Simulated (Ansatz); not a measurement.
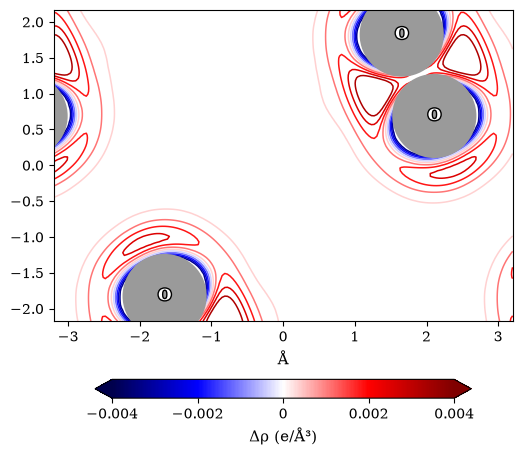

O: difference of two self-consistent densities at the same geometry, ρ(PBEsol) − ρ(PBE), on the (010) plane of the conventional cell. Grey discs cover the cores, where the PAW densities can't be compared. Cores are masked to 0.6 Å (O).

Space group C2/m; not relaxed (largest force 0.4 eV/Å); spin-polarised. The cell comes from a database of computed structures, not from a measurement.

Both runs: Ansatz, scalar-relativistic, plane waves and PAW, same cutoff, k-points and PAW files (made with PBE).

**How does the change of level move the electrons?**

Against PBE, and outside the masked cores, the largest gain, 0.005 e/Å³, lies 0.9 Å from an oxygen nucleus, and the largest loss lies at the edge of the masked core of O. At this volume the pressure is 1 GPa with PBE and −1 GPa with PBEsol. The gap on the mesh is 1.27 eV with PBE and 1.23 eV with PBEsol. The integrated |spin density| goes from 2.0 to 2.0 μB in the cell of the calculation.

Run times: 52 s (PBEsol) and 58 s (base cell), on 2 threads of Intel(R) Xeon(R) Processor @ 2.50GHz (Skylake/Cascade Lake), with other jobs on the host.
